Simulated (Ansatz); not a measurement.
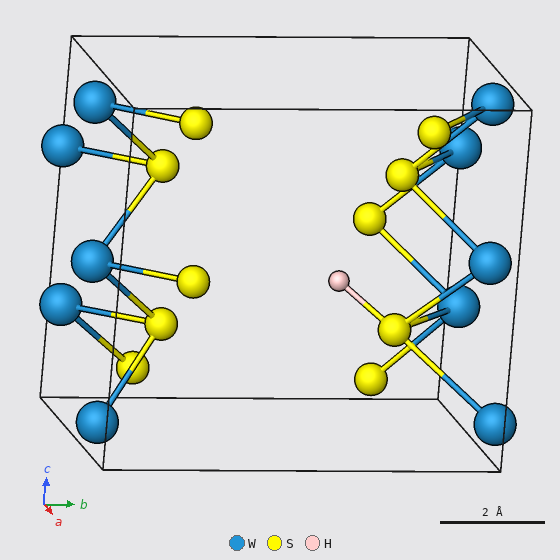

Ball-and-stick representation of a periodic structure, projected slightly off an axis. Atoms at the boundary of the supercell (the box) are drawn once for each face, edge or corner they touch. The host is WS2, in a cell of 15 sites, and the cell is neutral.

### What defect is present?

An interstitial hydrogen atom. It is bonded to one S at about 1.4 Å. Not all metal-metal contacts are counted.

Method: DFT PBE, scalar-relativistic, plane waves, PAW (Ansatz); cutoff 420 eV, 3×2×3 k-mesh, Gaussian smearing of 0.01 eV, collinear spins.

### Does the defect carry a magnetic moment?

Yes, 1.0 μB in the cell.

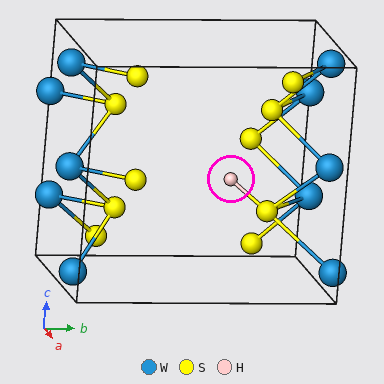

The same cell with a ring at the defect's site.

The atoms were relaxed in the host's cell with DFT PBE, scalar-relativistic, plane waves, PAW in Ansatz 0.2.0.
